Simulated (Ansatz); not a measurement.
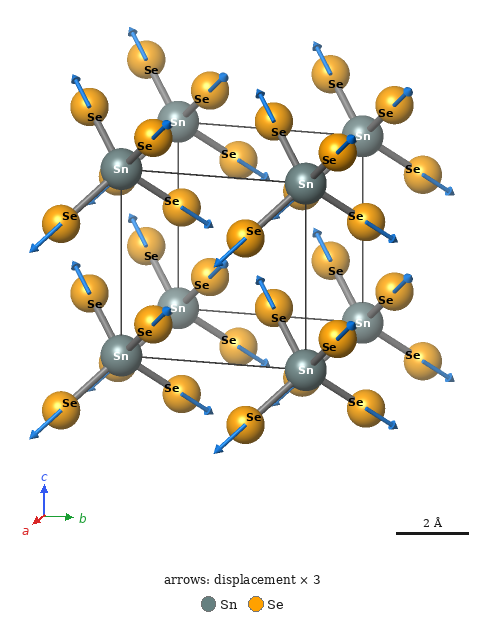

A relaxation of crystalline SnSe₄ (a generated structure, set up in P-43m) (coarse preliminary run). The starting structure is drawn; blue arrows show the displacements (the part carried along by the change of the cell is left out), 3 times their true length.

A ball-and-stick model of the cell of the calculation, seen slightly off an axis.

All numbers below come from Ansatz, DFT PBE, scalar-relativistic, plane waves, PAW. Settings: plane-wave cutoff 420 eV; k-point mesh 4 × 4 × 4; occupations gaussian; smearing width 0.1 eV; no spin polarisation; cell and atoms relaxed; force threshold 0.04 eV/Å; at most 70 steps.

> Which element moves most?

Selenium: up to 0.41 Å, against 0.00 Å for tin.

> Describe the change and its energy.

The energy falls by 372 meV per atom in 4 accepted moves (5 points after the start). The largest force component goes from 2.1 to 0.021 eV/Å. Pressure: 8.43 GPa at the start and 0.19 GPa at the end. At 1 point the geometry stayed and the basis and grid were re-selected for the new cell (energy shift of 0.4 meV per atom at most each time). The largest moves relative to the cell, 0.41 Å, are those of Se atoms. Sn stays in place. The volume changes by −13.2 %, with a = b = c 5.360 → 5.114 Å (−4.6 %). Among the contacts that change: Se–Se 3.790 → 2.944 Å, Se–Sn 2.321 → 2.626 Å. The space group stays P-43m (No. 215). Cost: 78 s on 1 thread of Intel(R) Xeon(R) Processor @ 2.50GHz (Skylake/Cascade Lake) (shared host), peak memory 0.41 GiB.
